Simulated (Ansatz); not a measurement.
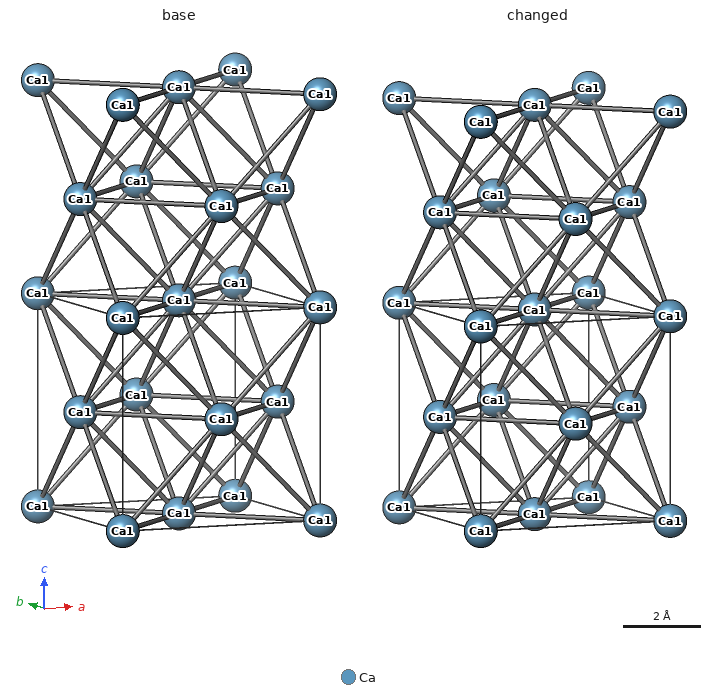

Left: a symmetric starting cell of Ca. Right: the same structure after one change, at the same scale. The picture is a ball-and-stick view of the conventional cell (4 times the calculation's cell), repeated 1 × 1 × 2 with one cell outlined, seen slightly off an axis. Lengths and directions refer to the drawn axes.

The calculation used DFT PBEsol, scalar-relativistic, plane waves, PAW (Ansatz). (plane-wave cutoff 420 eV; k-point mesh 14 × 14 × 14; occupations gaussian; smearing width 0.1 eV; no spin polarisation)

What distinguishes the right structure from the left one?

All lengths are scaled by −4.0 % (volume −11.5 %), the atoms keeping their fractional coordinates. No relaxation follows. The starting cell wasn't computed here and needn't be at equilibrium, so pressure and forces aren't due to the change alone.

What does the change do?

The pressure is 1.0 GPa (not all of it need come from the change, since the unchanged cell can be under pressure at this level too). All forces vanish by symmetry. Among the bonded contacts that change: Ca–Ca 3.952 → 3.794 Å. The space group stays Fm-3m (No. 225).
